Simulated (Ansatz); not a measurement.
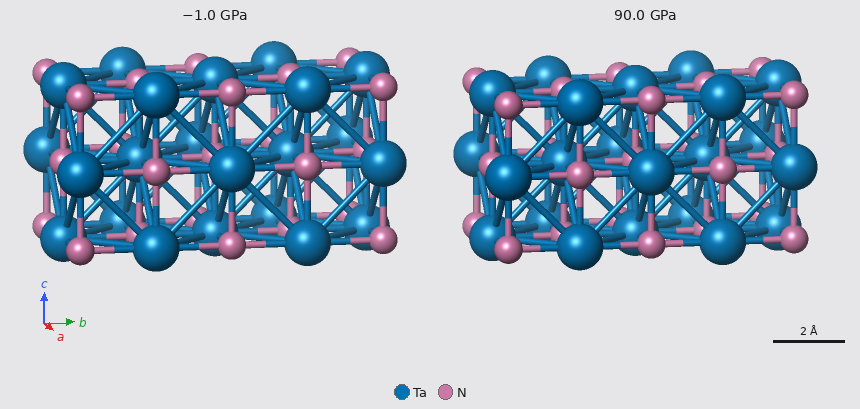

A crystal of TaN (set up in Fm-3m), relaxed (cell and atoms) at several target pressures. The picture shows the first and the last member. Style: ball-and-stick. Shown: the conventional cell (4 times the calculation's cell), repeated 1 × 2 × 1 with one cell outlined, slightly off an axis. Lengths and directions refer to the drawn axes.

Computed with Ansatz 0.2.0: DFT PBEsol, scalar-relativistic, plane waves, PAW. (plane-wave cutoff 420 eV; k-point mesh 16 × 16 × 16 at −1.0 to 50.0, 18 × 18 × 18 at 90.0 GPa; occupations gaussian; smearing width 0.1 eV; no spin polarisation; cell and atoms relaxed; force threshold 0.008 eV/Å)

| pressure (GPa) | volume (Å³/atom) | a (Å) |
| --- | --- | --- |
| −1.0 | 10.505 | 4.380 |
| 0.0 | 10.472 | 4.376 |
| 1.0 | ? | ? |
| 4.0 | 10.359 | 4.360 |
| 12.0 | 10.152 | 4.331 |
| 25.0 | 9.851 | 4.287 |
| 50.0 | 9.382 | 4.218 |
| 90.0 | 8.810 | 4.131 |

**Fill in the missing row.**

Murnaghan's form V = V₀(1 + B′P/B₀)^(−1/B′), with V₀ = 10.472 Å³ from the row at zero pressure, fits the other rows with B₀ = 362 GPa and B′ = 3.98 (largest miss 0.004 Å³). At 1.0 GPa it gives 10.472 × (1 + 3.98 × 1.0/362)^(−1/3.98) = 10.443 Å³ per atom. The calculation gives 10.444 Å³/atom (a = 4.372 Å). The estimate is 0.001 Å³/atom too low. From the first member to the last: Ta–Ta 3.097 → 2.921 Å, N–Ta 2.190 → 2.065 Å.

The whole series:

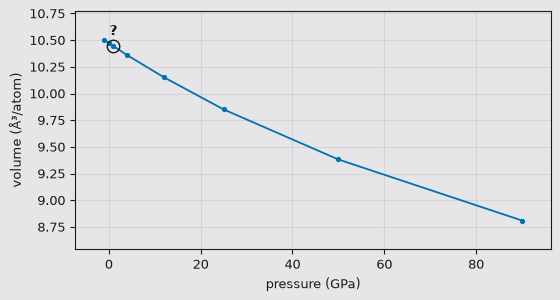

Each member starts from this one structure; whether another phase lies lower wasn't checked.
